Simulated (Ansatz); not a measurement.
**Single-point calculation of Ga3Sb**

The run: single-point calculation of Ga3Sb (I4/mmm, 4 atoms in the cell). Method and program: DFT PBEsol, scalar-relativistic, plane waves, PAW (Ansatz 0.2.0).

The structure derives from a Materials Project entry. The run did not end well.

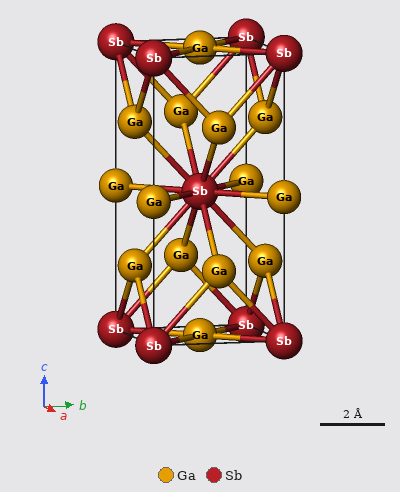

*The input geometry (ball-and-stick view of the cell 2 times as large as that of the calculation, set on its symmetry axes, seen slightly off an axis). An atom can appear more than once, as a periodic image.*

Input file
```yaml
crystal:
  lattice:
    - [-2.1293141235, 2.1293141235, 4.545289132]
    - [2.1293141235, -2.1293141235, 4.545289132]
    - [2.1293141235, 2.1293141235, -4.545289132]
  atoms:
    - { symbol: Ga, position: [0.75, 0.25, 0.5] }
    - { symbol: Ga, position: [0.25, 0.75, 0.5] }
    - { symbol: Ga, position: [0.5, 0.5, 0.0] }
    - { symbol: Sb, position: [0.0, 0.0, 0.0] }
basis:
  ecutwfc: 420
kpoints:
  mp_grid: { grid: [18, 18, 18] }
hamiltonian:
  xc: pbesol
scf:
  occupations: { method: gaussian, width: 0.15 }
output:
  forces: true
  stress: true
  eigenvalues: true
  write_density: true
  write_potential: true
  elf: true
  volumetric_format: npy
```

Launch command:
```bash
ansatz run input.yaml --threads 1 --pin off --max-ram 2560MiB --backend cpu --events-out ev --progress --plain --runs-dir out
```

What the program printed
```
Engine: ansatz 0.2.0, x86_64-unknown-linux-gnu
Pseudopotentials: kind: paw
Pseudopotential: Ga, paw, valence charge 13, recommended cutoff 420 eV (normal), Ga.paw.azcp
Pseudopotential: Sb, paw, valence charge 15, recommended cutoff 420 eV (normal), Sb.paw.azcp
Functional definition: PBEsol
  exchange = pbesol_x
  correlation = pbesol_c
Crystal: 4 atoms, lattice volume = 82.433 Å³
Basis set: ecut = 420 eV, 1591 PW (Γ), exchange–correlation on 80×80×80 points (8 copies of the dense FFT grid, shifted against one another)
Bands: 33, of which v1, the nominal top of the filled ones, is band 27 counted from 1 (26 counted from 0)
Symmetry: 16 space group operations
Space group: I4/mmm (ITA 139), of the structure as read, at distance tolerance 4.4e-5 Å
k-points: 480 of 5832
Non-local potential: Ga, projectors of the file, l = 0: 2, l = 1: 2, l = 2: 3, l = 3: 1
Non-local potential: Sb, projectors of the file, l = 0: 2, l = 1: 2, l = 2: 2, l = 3: 2
PAW form: soft (Blöchl's): semilocal exchange-correlation on the pseudo side does not see the compensation charge
PAW frozen core: Ga, regenerated for the run's functional, and the local potential with it (the file was generated under x = pbe(κ = 0.804, μ = 0.2195149727645171), c = pbe(β = 0.06672455060314922))
PAW frozen core: Sb, regenerated for the run's functional, and the local potential with it (the file was generated under x = pbe(κ = 0.804, μ = 0.2195149727645171), c = pbe(β = 0.06672455060314922))
PAW one-centre angular grid: Ga, 590 points (default); XC on 64 Gauss nodes
PAW one-centre angular grid: Sb, 590 points (default); XC on 64 Gauss nodes
Initial density: superposition of atomic densities (neutral atoms: chi_scale 0, normalization atom), corrected by the library's trained network
Initial wavefunctions: pseudopotential atomic-orbital guess
Functional: x = pbesol(κ = 0.804, μ = 0.12345679012345678), c = pbesol(β = 0.046)
SCF iter   1: F=—  HF=-17637.386034 eV  |F-HF|=—  |Δ(HF+E_count)|=         —  Δρ=1.97e-3  dr2=2.32e-3  ethr=1.77e-3  ⟨swp⟩=6.4  Hψ=63359  notcnv=0  defer=8
preconditioner: auto → Kerker (q_TF=auto, 2.543 Å⁻¹)  [metal: Δε(μ)=0.006 eV  Ē_g=17.892 eV  σ=0.150 eV  W_gap=0.02  n_scr=22 (ndim 8)  ℏωp=30.1 eV  f_vac=0.000  D(μ)=1.73/eV (n_scr^D=10)]
SCF iter   2: F=—  HF=-17637.382431 eV  |F-HF|=—  |Δ(HF+E_count)|=   3.60e-3  Δρ=1.18e-3  dr2=8.61e-4  ethr=4.30e-6  ⟨swp⟩=2.0  Hψ=29080  notcnv=0  defer=8
SCF iter   3: F=—  HF=-17637.382158 eV  |F-HF|=—  |Δ(HF+E_count)|=   2.73e-4  Δρ=2.42e-4  dr2=8.11e-5  ethr=1.59e-6  ⟨swp⟩=2.0  Hψ=28032  notcnv=0  defer=8
SCF iter   4: F=—  HF=-17637.382135 eV  |F-HF|=—  |Δ(HF+E_count)|=   2.38e-5  Δρ=1.13e-4  dr2=1.39e-5  ethr=1.50e-7  ⟨swp⟩=3.0  Hψ=28505  notcnv=0  defer=8
SCF iter   5: F=—  HF=-17637.382133 eV  |F-HF|=—  |Δ(HF+E_count)|=   1.14e-6  Δρ=4.06e-5  dr2=1.13e-6  ethr=2.57e-8  ⟨swp⟩=2.0  Hψ=25709  notcnv=0  defer=8
SCF iter   6: F=—  HF=-17637.382133 eV  |F-HF|=—  |Δ(HF+E_count)|=   2.30e-7  Δρ=2.84e-5  dr2=3.63e-7  ethr=2.10e-9  ⟨swp⟩=2.0  Hψ=25896  notcnv=0  defer=8
SCF iter   7: F=-17637.382133 eV  HF=-17637.382133 eV  |F-HF|=4.10e-8  |Δ(HF+E_count)|=   3.88e-7  Δρ=7.74e-6  dr2=3.25e-8  ethr=1.85e-10  ⟨swp⟩=9.6  Hψ=116363  notcnv=0
SCF 1 converged in 7 iterations: F = -17637.382133 eV  dr2 = 3.25e-8
  greatest PAW one-centre occupation: 0.996 electrons in one spin orbital (limit 2), on the Sb atom at site 3 (counted from 0), in its partial waves of l = 2
```

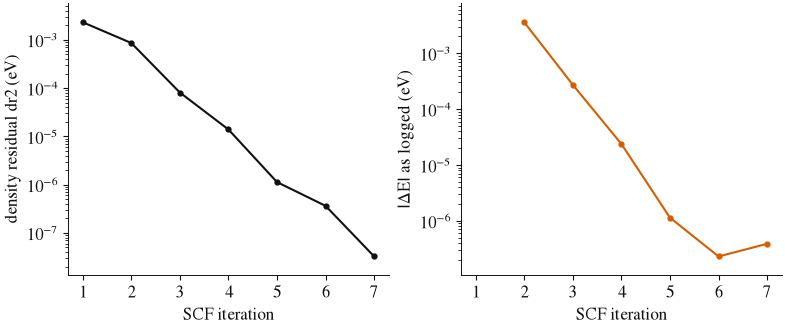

*Convergence of the self-consistent field: density residual dr2 and size of the energy change against the SCF iteration.*

The residual falls at every step. The field converged; the run failed or was cut off later.

```
SCF converged after 7 iterations
Free energy (F): -17637.382133 eV
Harris-Foulkes:  -17637.382133 eV  (|F-HF|=4.10e-8)
Internal energy: -17637.362663 eV  (E = F + TS)
E sigma→0 (E₀):  -17637.372398 eV
Entropy (-TS):   -0.019470 eV (-4.868 meV/atom)
Fermi energy:    10.396184 eV
--- Per-component energies (eV) ---
  E_band       = -239.358728
  E_kinetic    = 552.418925
  E_local      = -6763.572812  (includes V_loc(G=0)·N_el)
  E_nonlocal   = 1632.599356
  E_hartree    = 3159.152190
  E_xc         = -345.347702
  E_vxc        = -273.041156  (∫ρ·V_xc dr)
  E_paw        = -10335.387379  (= ΣΔE_a)
  E_vpaw       = -1706.054556  (= ΣTr[D̂ρ^β])
  E_aug_tail   = -0.000338  (compensation charges beyond the density's cutoff)
  E_ewald      = -5540.145694
  E_core_change = 2.920790  (= ΣΔE_core)
  E_smearing   = -0.019470  (= −TS)
  E_closure    = 0.000000  (closes the sum)
  Σ components = -17637.382133   (vs F -17637.382133, Δ=0.00e0)
--- Forces (eV/Å), atoms counted from 1 ---
  atom   1  Ga     0.00000000     0.00000000     0.00000000
  atom   2  Ga    -0.00000000     0.00000000     0.00000000
  atom   3  Ga     0.00000000     0.00000000    -0.00000000
  atom   4  Sb     0.00000000     0.00000000     0.00000000
  max |Σ_I F_I| component: 6.94e-18 eV/Å
--- Stress (GPa, compression-positive) ---
        0.251302       0.000000       0.000000
        0.000000       0.251302      -0.000000
       -0.000000      -0.000000      -0.189032
  P = ⅓ Tr σ = 0.1045 GPa (1.045 kbar)
--- Band table (eV; the first three rows and the last of 480) ---
  k-point 0: bands = ["-18.6608", "-18.6540", "-18.6540", "-18.6428", "-18.6427", "-4.5325", "-4.4860", "-4.4674", "-4.4221", "-4.4221", "-4.4152", "-4.4152", "-4.3857", "-4.3689", "-4.3443", "-4.3149", "-4.2827", "-4.2827", "-4.2786", "-4.2070", "-1.6400", "5.2921", "6.4202", "7.5756", "8.4809", "8.4809", "8.5597", "9.9700", "9.9700", "11.1759", "11.3851", "14.7328", "14.7328"]
  k-point 1: bands = ["-18.6607", "-18.6540", "-18.6540", "-18.6428", "-18.6425", "-4.5286", "-4.4835", "-4.4648", "-4.4248", "-4.4207", "-4.4150", "-4.4145", "-4.3836", "-4.3684", "-4.3434", "-4.3166", "-4.2860", "-4.2832", "-4.2808", "-4.2117", "-1.5917", "5.2341", "6.4697", "7.2328", "8.1580", "8.2507", "9.0241", "9.5306", "10.4780", "11.6953", "11.7056", "14.0094", "14.7924"]
  k-point 2: bands = ["-18.6604", "-18.6542", "-18.6541", "-18.6430", "-18.6418", "-4.5188", "-4.4755", "-4.4581", "-4.4320", "-4.4171", "-4.4144", "-4.4122", "-4.3769", "-4.3672", "-4.3410", "-4.3219", "-4.2955", "-4.2869", "-4.2860", "-4.2239", "-1.4471", "5.0342", "6.6100", "6.8968", "7.5060", "7.7449", "8.8632", "9.9620", "11.4475", "12.4378", "12.6474", "12.6856", "14.9722"]
  k-point 479: bands = ["-18.6606", "-18.6538", "-18.6538", "-18.6429", "-18.6427", "-4.5223", "-4.5210", "-4.4996", "-4.4996", "-4.4364", "-4.4361", "-4.3790", "-4.3343", "-4.3343", "-4.3337", "-4.2828", "-4.2739", "-4.2739", "-4.2681", "-4.2070", "-0.5398", "1.2861", "6.5943", "7.1254", "7.1254", "7.8965", "12.8333", "13.3826", "13.3826", "14.3869", "15.1851", "15.3938", "16.2607"]
```

What the run reported

```csv
quantity,value
outcome,stopped at the time limit
space group (tolerance 0.01 Å),I4/mmm (139)
electrons treated,54
free energy,−17637.3821 eV
Fermi energy,10.396 eV
pressure,0.10 GPa
largest force (length of the vector),under 0.001 eV/Å
hardware,"1 thread of Intel Xeon (Sapphire Rapids), 32 GiB of memory available, shared host"
wall time,94 s
peak memory,1.1 GiB
```

Diagnosis

The run was cut off by its time limit, so the output is incomplete.
